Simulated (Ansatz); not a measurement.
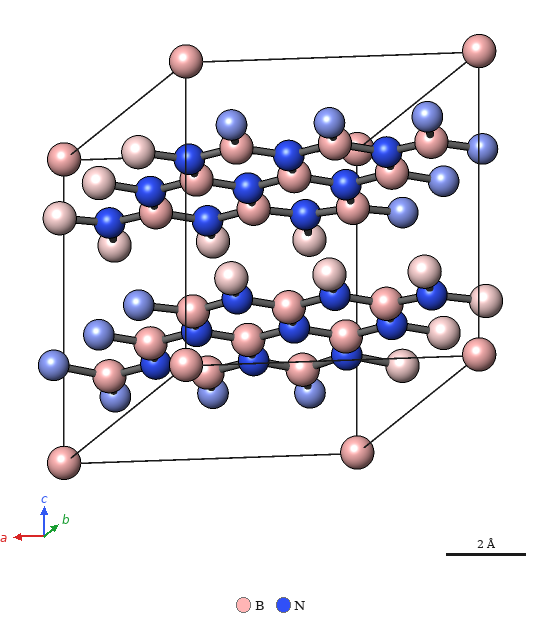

**Figure 1.** The input geometry (ball-and-stick view of the cell of the calculation, seen at an oblique angle; neighbours outside the cell are drawn fainter). An atom can appear more than once, as a periodic image.

Geometry relaxation, with input and output: B₁₉N₁₈ (part 1 of 4)

System: B₁₉N₁₈ (defect cell, 37 atoms in the cell).
Method: DFT PBE, scalar-relativistic, plane waves, PAW, spin-polarised (Ansatz 0.2.0).

The structure derives from a Materials Project entry. It belongs to a series of runs on one base structure; here: B interstitial, charge +0, atoms relaxed at the host's cell.

### Output
```
Engine: ansatz 0.2.0, aarch64-unknown-linux-gnu
Pseudopotentials: kind: paw
Pseudopotential: B, paw, valence charge 3, recommended cutoff 420 eV (normal), B.paw.azcp
Pseudopotential: N, paw, valence charge 5, recommended cutoff 420 eV (normal), N.paw.azcp
Functional definition: PBE
  parameter kappa = 0.804
  parameter beta = 0.06672455060314922
  exchange = pbe_x(kappa = kappa, mu = beta*pi^2/3)
  correlation = pbe_c(beta = beta)
Crystal: 37 atoms, lattice volume = 410.398 Å³
Basis set: ecut = 420 eV, 8031 PW (Γ), exchange–correlation on 108×108×120 points (8 copies of the dense FFT grid, shifted against one another)
Bands: 112, of which v1, the nominal top of the filled ones, is band 74 counted from 1 (73 counted from 0)
Symmetry: 1 space group operations
Space group: P1 (ITA 1), of the structure as read, at distance tolerance 7.4e-5 Å
Magnetic group: BNS 1.1 (UNI 1), of the structure as read, at distance tolerance 7.4e-5 Å
k-points: 8
Non-local potential: B, projectors of the file, l = 0: 2, l = 1: 2, l = 2: 1
Non-local potential: N, projectors of the file, l = 0: 2, l = 1: 2, l = 2: 1
PAW form: soft (Blöchl's): semilocal exchange-correlation on the pseudo side does not see the compensation charge
PAW one-centre angular grid: B, 110 points (default); XC on 64 Gauss nodes
PAW one-centre angular grid: N, 110 points (default); XC on 64 Gauss nodes
Starting moments: Σ|m| = 1.001 μB on 13 of 37 sites
Initial wavefunctions: pseudopotential atomic-orbital guess
Functional: x = pbe(κ = 0.804, μ = 0.2195149727645171), c = pbe(β = 0.06672455060314922)
SCF iter   1: F=—  HF=-9935.443091 eV  |F-HF|=—  |Δ(HF+E_count)|=         —  Δρ=6.54e-2 (↑6.33e-2 ↓6.54e-2)  dr2=6.98e1  dr2_m=2.89e-2  M=0.150 μB ∫|m|=0.212 μB  β_m=0.30  ethr=3.10e-3  ⟨swp⟩=6.2  Hψ=8148  notcnv=0  defer=188
preconditioner: auto → Resta (q_TF=auto, 2.299 Å⁻¹)  ε∞=2.8  [insulator: Δε(μ)=0.015 eV  Ē_g=16.392 eV  σ=0.010 eV  W_gap=0.54  n_scr=84 (ndim 8)  ℏωp=22.2 eV  f_vac=0.078  D(μ)=20.37/eV (n_scr^D=210)  ε∞_Penn≈2.8]
spin=Collinear: Resta preconditioning applied to the charge; magnetization (m = ρ↑ − ρ↓) channel mixes plain (no charge-response kernel on spin).
SCF iter   2: F=—  HF=-9918.891039 eV  |F-HF|=—  |Δ(HF+E_count)|=    1.66e1  Δρ=3.65e-2 (↑3.54e-2 ↓3.65e-2)  dr2=2.17e1  dr2_m=1.95e-2  M=0.398 μB ∫|m|=0.424 μB  β_m=0.30  ethr=3.10e-3  ⟨swp⟩=3.0  Hψ=3436  notcnv=0  defer=511
preconditioner: auto → Kerker (q_TF=auto, 2.299 Å⁻¹)  [metal: Δε(μ)=0.003 eV  Ē_g=15.767 eV  σ=0.010 eV  W_gap=0.17  n_scr=84 (ndim 8)  ℏωp=22.2 eV  f_vac=0.085  D(μ)=32.67/eV (n_scr^D=388)]
spin=Collinear: Kerker preconditioning applied to the charge; magnetization (m = ρ↑ − ρ↓) channel mixes plain (no charge-response kernel on spin).
SCF iter   3: F=—  HF=-9912.472761 eV  |F-HF|=—  |Δ(HF+E_count)|=    6.42e0  Δρ=1.92e-2 (↑1.92e-2 ↓1.86e-2)  dr2=4.67e0  dr2_m=6.15e-2  M=0.932 μB ∫|m|=0.941 μB  β_m=0.30  ethr=3.10e-3  ⟨swp⟩=3.0  Hψ=3423  notcnv=0  defer=504
SCF iter   4: F=—  HF=-9910.945664 eV  |F-HF|=—  |Δ(HF+E_count)|=    1.53e0  Δρ=6.08e-3 (↑6.08e-3 ↓4.37e-3)  dr2=5.73e-1  dr2_m=5.50e-2  M=1.000 μB ∫|m|=1.008 μB  β_m=0.30  ethr=3.10e-3  ⟨swp⟩=3.6  Hψ=2903  notcnv=0  defer=504
SCF iter   5: F=—  HF=-9910.951965 eV  |F-HF|=—  |Δ(HF+E_count)|=   6.30e-3  Δρ=6.02e-3 (↑6.02e-3 ↓3.94e-3)  dr2=3.88e-1  dr2_m=4.39e-2  M=1.000 μB ∫|m|=1.014 μB  β_m=0.30  ethr=3.89e-4  ⟨swp⟩=2.1  Hψ=1818  notcnv=0  defer=515
SCF iter   6: F=—  HF=-9911.013651 eV  |F-HF|=—  |Δ(HF+E_count)|=   6.17e-2  Δρ=3.18e-3 (↑2.15e-3 ↓3.18e-3)  dr2=6.42e-2  dr2_m=1.48e-2  M=1.000 μB ∫|m|=1.012 μB  β_m=0.30  ethr=2.64e-4  ⟨swp⟩=3.2  Hψ=2085  notcnv=0  defer=515
SCF iter   7: F=—  HF=-9911.043009 eV  |F-HF|=—  |Δ(HF+E_count)|=   2.94e-2  Δρ=2.52e-3 (↑1.87e-3 ↓2.52e-3)  dr2=3.30e-2  dr2_m=1.22e-2  M=1.000 μB ∫|m|=1.022 μB  β_m=0.30  ethr=4.37e-5  ⟨swp⟩=2.1  Hψ=2125  notcnv=0  defer=517
Mixer restart at iter 7: flushing history
spin-set hold released at iteration 7 (site moments contracting): the magnetisation degrees of freedom join the quasi-Newton model from the next iteration; the mixer history was flushed
SCF iter   8: F=—  HF=-9911.064310 eV  |F-HF|=—  |Δ(HF+E_count)|=   2.13e-2  Δρ=1.87e-3 (↑1.50e-3 ↓1.87e-3)  dr2=2.30e-2  dr2_m=7.57e-3  M=1.000 μB ∫|m|=1.028 μB  β_m=0.65  ethr=2.24e-5  ⟨swp⟩=2.3  Hψ=1464  notcnv=0  defer=517
preconditioner: auto → Resta (q_TF=auto, 2.299 Å⁻¹)  ε∞=3.2  [insulator: Δε(μ)=0.082 eV  Ē_g=15.154 eV  σ=0.010 eV  W_gap=1.00  n_scr=84 (ndim 8)  ℏωp=22.2 eV  f_vac=0.195  D(μ)=0.00/eV (n_scr^D=0)  ε∞_Penn≈3.2]
spin=Collinear: Resta preconditioning applied to the charge; magnetization (m = ρ↑ − ρ↓) channel mixes plain (no charge-response kernel on spin).
SCF iter   9: F=—  HF=-9911.103962 eV  |F-HF|=—  |Δ(HF+E_count)|=   3.97e-2  Δρ=4.09e-4 (↑4.09e-4 ↓3.69e-4)  dr2=3.40e-3  dr2_m=1.16e-4  M=1.000 μB ∫|m|=1.046 μB  β_m=0.70  ethr=1.56e-5  ⟨swp⟩=3.9  Hψ=2389  notcnv=0  defer=517
SCF iter  10: F=—  HF=-9911.106022 eV  |F-HF|=—  |Δ(HF+E_count)|=   2.06e-3  Δρ=1.88e-4 (↑1.88e-4 ↓1.67e-4)  dr2=6.28e-4  dr2_m=3.55e-5  M=1.000 μB ∫|m|=1.050 μB  β_m=0.85  ethr=2.31e-6  ⟨swp⟩=2.4  Hψ=2774  notcnv=0  defer=517
SCF iter  11: F=—  HF=-9911.106512 eV  |F-HF|=—  |Δ(HF+E_count)|=   4.91e-4  Δρ=1.11e-4 (↑1.11e-4 ↓8.00e-5)  dr2=1.66e-4  dr2_m=6.70e-6  M=1.000 μB ∫|m|=1.049 μB  β_m=0.79  ethr=4.27e-7  ⟨swp⟩=2.0  Hψ=2425  notcnv=0  defer=517
SCF iter  12: F=—  HF=-9911.106525 eV  |F-HF|=—  |Δ(HF+E_count)|=   1.31e-5  Δρ=5.79e-5 (↑5.79e-5 ↓1.85e-5)  dr2=1.45e-5  dr2_m=3.54e-6  M=1.000 μB ∫|m|=1.049 μB  β_m=0.90  ethr=1.06e-8  ⟨swp⟩=27.6  Hψ=21644  notcnv=0
SCF iter  13: F=—  HF=-9911.106537 eV  |F-HF|=—  |Δ(HF+E_count)|=   1.20e-5  Δρ=4.00e-5 (↑4.00e-5 ↓1.42e-5)  dr2=8.27e-6  dr2_m=1.45e-6  M=1.000 μB ∫|m|=1.048 μB  β_m=0.95  ethr=9.83e-9  ⟨swp⟩=13.4  Hψ=13370  notcnv=0
SCF iter  14: F=—  HF=-9911.106544 eV  |F-HF|=—  |Δ(HF+E_count)|=   6.05e-6  Δρ=2.52e-5 (↑2.52e-5 ↓1.50e-5)  dr2=4.86e-6  dr2_m=4.85e-7  M=1.000 μB ∫|m|=1.048 μB  β_m=0.95  ethr=5.63e-9  ⟨swp⟩=13.4  Hψ=13410  notcnv=0
SCF iter  15: F=-9911.106545 eV  HF=-9911.106545 eV  |F-HF|=8.33e-9  |Δ(HF+E_count)|=   1.32e-6  Δρ=5.65e-6 (↑5.65e-6 ↓4.56e-6)  dr2=3.18e-7  dr2_m=2.55e-8  M=1.000 μB ∫|m|=1.048 μB  ethr=3.31e-9  ⟨swp⟩=13.0  Hψ=13216  notcnv=0
SCF 1 converged in 15 iterations: F = -9911.106545 eV  dr2 = 3.18e-7
  greatest PAW one-centre occupation: 0.807 electrons in one spin orbital (limit 2), on the N atom at site 26 (counted from 0), in its partial waves of l = 0
relax step   1: F+E_penalty+E_count = -9911.10654486 eV  Δ(F+E_penalty+E_count) = +0.000e0 eV  max|allowed force component| = 5.605e0 eV/Å  Δτ_max = 0.0000 Å  (15 SCF iters, dr2 threshold 1.56e-5 eV, accepted)
Initial density: handed on by an earlier stage of this run
Starting moments: Σ|m| = 1.001 μB on 13 of 37 sites; this step starts from the density that it was given
Initial wavefunctions: those handed on with the density
iter 1 solved again at ethr=1.22e-3 eV; its pass at ethr=3.10e-3 eV (dr2=1.79e0 eV) is discarded
SCF iter   1: F=—  HF=-9913.180918 eV  |F-HF|=—  |Δ(HF+E_count)|=         —  Δρ=1.12e-2 (↑1.08e-2 ↓1.12e-2)  dr2=1.82e0  dr2_m=5.39e-3  M=1.000 μB ∫|m|=1.052 μB  β_m=0.30  ethr=1.22e-3  ⟨swp⟩=1.0  Hψ=6995  notcnv=0  defer=491
preconditioner: auto → Resta (q_TF=auto, 2.299 Å⁻¹)  ε∞=3.2  [insulator: Δε(μ)=0.574 eV  Ē_g=15.096 eV  σ=0.010 eV  W_gap=1.00  n_scr=84 (ndim 8)  ℏωp=22.2 eV  f_vac=0.196  D(μ)=0.00/eV (n_scr^D=0)  ε∞_Penn≈3.2]
spin=Collinear: Resta preconditioning applied to the charge; magnetization (m = ρ↑ − ρ↓) channel mixes plain (no charge-response kernel on spin).
SCF iter   2: F=—  HF=-9912.862491 eV  |F-HF|=—  |Δ(HF+E_count)|=   3.18e-1  Δρ=7.50e-3 (↑7.22e-3 ↓7.50e-3)  dr2=6.72e-1  dr2_m=3.05e-3  M=1.000 μB ∫|m|=1.051 μB  β_m=0.54  ethr=1.22e-3  ⟨swp⟩=2.1  Hψ=1365  notcnv=0  defer=491
SCF iter   3: F=—  HF=-9912.714567 eV  |F-HF|=—  |Δ(HF+E_count)|=   1.48e-1  Δρ=1.47e-3 (↑1.47e-3 ↓1.42e-3)  dr2=2.61e-2  dr2_m=3.36e-4  M=1.000 μB ∫|m|=1.050 μB  β_m=0.59  ethr=4.57e-4  ⟨swp⟩=3.0  Hψ=2467  notcnv=0  defer=491
SCF iter   4: F=—  HF=-9912.712794 eV  |F-HF|=—  |Δ(HF+E_count)|=   1.77e-3  Δρ=6.41e-4 (↑6.41e-4 ↓6.12e-4)  dr2=5.50e-3  dr2_m=1.20e-4  M=1.000 μB ∫|m|=1.049 μB  β_m=0.72  ethr=1.77e-5  ⟨swp⟩=2.1  Hψ=2830  notcnv=0  defer=518
SCF iter   5: F=—  HF=-9912.713225 eV  |F-HF|=—  |Δ(HF+E_count)|=   4.31e-4  Δρ=1.61e-4 (↑1.61e-4 ↓1.37e-4)  dr2=3.60e-4  dr2_m=2.65e-5  M=1.000 μB ∫|m|=1.049 μB  β_m=0.82  ethr=3.74e-6  ⟨swp⟩=2.1  Hψ=1995  notcnv=0  defer=518
SCF iter   6: F=—  HF=-9912.713443 eV  |F-HF|=—  |Δ(HF+E_count)|=   2.18e-4  Δρ=9.43e-5 (↑9.43e-5 ↓7.05e-5)  dr2=8.25e-5  dr2_m=7.46e-6  M=1.000 μB ∫|m|=1.048 μB  β_m=0.86  ethr=2.45e-7  ⟨swp⟩=2.0  Hψ=2540  notcnv=0  defer=518
iter 7 did not close the SCF: its close was put off for a magnetic moment that had not settled (scf_convergence_deferred on its scf_iter line)
SCF iter   7: F=-9912.713484 eV  HF=-9912.713490 eV  |F-HF|=5.86e-6  |Δ(HF+E_count)|=   4.68e-5  Δρ=4.62e-5 (↑4.62e-5 ↓4.00e-5)  dr2=2.01e-5  dr2_m=2.03e-6  M=1.000 μB ∫|m|=1.048 μB  β_m=0.82  ethr=5.61e-8  ⟨swp⟩=23.8  Hψ=19737  notcnv=0
iter 8 did not close the SCF: its close was put off for a magnetic moment that had not settled (scf_convergence_deferred on its scf_iter line)
SCF iter   8: F=-9912.713497 eV  HF=-9912.713496 eV  |F-HF|=9.57e-7  |Δ(HF+E_count)|=   6.05e-6  Δρ=1.76e-5 (↑1.76e-5 ↓1.27e-5)  dr2=1.45e-6  dr2_m=5.53e-7  M=1.000 μB ∫|m|=1.048 μB  β_m=0.91  ethr=1.36e-8  ⟨swp⟩=10.4  Hψ=13043  notcnv=0
SCF iter   9: F=-9912.713498 eV  HF=-9912.713498 eV  |F-HF|=1.74e-7  |Δ(HF+E_count)|=   2.38e-6  Δρ=8.12e-6 (↑8.12e-6 ↓7.47e-6)  dr2=5.94e-7  dr2_m=9.68e-8  M=1.000 μB ∫|m|=1.048 μB  ethr=9.86e-10  ⟨swp⟩=9.1  Hψ=11850  notcnv=0
SCF 2 converged in 9 iterations: F = -9912.713498 eV  dr2 = 5.94e-7
[... from here on the iterations of each SCF are left out, up to the last one ...]
relax step   2: F+E_penalty+E_count = -9912.71349806 eV  Δ(F+E_penalty+E_count) = -1.607e0 eV  max|allowed force component| = 2.784e0 eV/Å  Δτ_max = 0.1922 Å  (9 SCF iters, dr2 threshold 1.00e-4 eV, accepted)
[... from here on the SCF iterations and repeated set-up lines of each step are left out, up to the last step ...]
SCF 3 converged in 9 iterations: F = -9913.316507 eV  dr2 = 4.49e-7
relax step   3: F+E_penalty+E_count = -9913.31650666 eV  Δ(F+E_penalty+E_count) = -6.030e-1 eV  max|allowed force component| = 4.381e-1 eV/Å  Δτ_max = 0.1920 Å  (9 SCF iters, dr2 threshold 1.00e-4 eV, accepted)
SCF 4 converged in 10 iterations: F = -9913.416579 eV  dr2 = 9.64e-8
relax step   4: F+E_penalty+E_count = -9913.41657894 eV  Δ(F+E_penalty+E_count) = -1.001e-1 eV  max|allowed force component| = 1.724e-1 eV/Å  Δτ_max = 0.1746 Å  (10 SCF iters, dr2 threshold 1.20e-5 eV, accepted)
SCF 5 converged in 11 iterations: F = -9913.441572 eV  dr2 = 1.22e-8
relax step   5: F+E_penalty+E_count = -9913.44157204 eV  Δ(F+E_penalty+E_count) = -2.499e-2 eV  max|allowed force component| = 1.989e-1 eV/Å  Δτ_max = 0.1630 Å  (11 SCF iters, dr2 threshold 1.86e-6 eV, accepted)
SCF 6 converged in 10 iterations: F = -9913.485322 eV  dr2 = 9.23e-8
relax step   6: F+E_penalty+E_count = -9913.48532181 eV  Δ(F+E_penalty+E_count) = -4.375e-2 eV  max|allowed force component| = 3.025e-1 eV/Å  Δτ_max = 0.1641 Å  (10 SCF iters, dr2 threshold 6.13e-6 eV, accepted)
SCF 7 converged in 7 iterations: F = -9913.582406 eV  dr2 = 4.89e-6
relax step   7: F+E_penalty+E_count = -9913.58240617 eV  Δ(F+E_penalty+E_count) = -9.708e-2 eV  max|allowed force component| = 4.513e-1 eV/Å  Δτ_max = 0.1941 Å  (7 SCF iters, dr2 threshold 9.15e-5 eV, accepted)
SCF 8 converged in 7 iterations: F = -9913.697783 eV  dr2 = 2.22e-6
relax step   8: F+E_penalty+E_count = -9913.69778330 eV  Δ(F+E_penalty+E_count) = -1.154e-1 eV  max|allowed force component| = 3.901e-1 eV/Å  Δτ_max = 0.1936 Å  (7 SCF iters, dr2 threshold 1.00e-4 eV, accepted)
SCF 9 converged in 7 iterations: F = -9913.781882 eV  dr2 = 1.29e-6
relax step   9: F+E_penalty+E_count = -9913.78188236 eV  Δ(F+E_penalty+E_count) = -8.410e-2 eV  max|allowed force component| = 2.013e-1 eV/Å  Δτ_max = 0.1908 Å  (7 SCF iters, dr2 threshold 1.00e-4 eV, accepted)
SCF 10 converged in 10 iterations: F = -9913.808569 eV  dr2 = 2.64e-8
relax step  10: F+E_penalty+E_count = -9913.80856943 eV  Δ(F+E_penalty+E_count) = -2.669e-2 eV  max|allowed force component| = 2.602e-1 eV/Å  Δτ_max = 0.0510 Å  (10 SCF iters, dr2 threshold 1.08e-5 eV, accepted)
SCF 11 converged in 10 iterations: F = -9913.806738 eV  dr2 = 4.12e-8
relax step  11: F+E_penalty+E_count = -9913.80673789 eV  Δ(F+E_penalty+E_count) = +1.832e-3 eV  max|allowed force component| = 9.452e-1 eV/Å  Δτ_max = 0.1946 Å  (10 SCF iters, dr2 threshold 1.80e-5 eV, rejected (line search))
SCF 12 converged in 12 iterations: F = -9913.855986 eV  dr2 = 4.52e-9
relax step  12: F+E_penalty+E_count = -9913.85598558 eV  Δ(F+E_penalty+E_count) = -4.742e-2 eV  max|allowed force component| = 3.031e-1 eV/Å  Δτ_max = 0.0927 Å  (12 SCF iters, accepted)
SCF 13 converged in 9 iterations: F = -9913.865231 eV  dr2 = 2.47e-7
relax step  13: F+E_penalty+E_count = -9913.86523067 eV  Δ(F+E_penalty+E_count) = -9.245e-3 eV  max|allowed force component| = 4.601e-1 eV/Å  Δτ_max = 0.0972 Å  (9 SCF iters, dr2 threshold 9.18e-5 eV, accepted)
SCF 14 converged in 6 iterations: F = -9913.889469 eV  dr2 = 1.37e-5
relax step  14: F+E_penalty+E_count = -9913.88946868 eV  Δ(F+E_penalty+E_count) = -2.424e-2 eV  max|allowed force component| = 2.186e-1 eV/Å  Δτ_max = 0.1500 Å  (6 SCF iters, dr2 threshold 1.00e-4 eV, accepted)
SCF 15 converged in 10 iterations: F = -9913.905039 eV  dr2 = 8.97e-8
relax step  15: F+E_penalty+E_count = -9913.90503854 eV  Δ(F+E_penalty+E_count) = -1.557e-2 eV  max|allowed force component| = 2.902e-1 eV/Å  Δτ_max = 0.1172 Å  (10 SCF iters, dr2 threshold 1.08e-5 eV, accepted)
SCF 16 converged in 10 iterations: F = -9913.911785 eV  dr2 = 5.87e-8
relax step  16: F+E_penalty+E_count = -9913.91178452 eV  Δ(F+E_penalty+E_count) = -6.746e-3 eV  max|allowed force component| = 2.835e-1 eV/Å  Δτ_max = 0.0869 Å  (10 SCF iters, dr2 threshold 1.90e-5 eV, accepted)
SCF 17 converged in 9 iterations: F = -9913.930663 eV  dr2 = 1.29e-7
relax step  17: F+E_penalty+E_count = -9913.93066296 eV  Δ(F+E_penalty+E_count) = -1.888e-2 eV  max|allowed force component| = 6.752e-2 eV/Å  Δτ_max = 0.0572 Å  (9 SCF iters, dr2 threshold 7.68e-5 eV, accepted)
SCF 18 converged in 11 iterations: F = -9913.935959 eV  dr2 = 3.00e-9
```
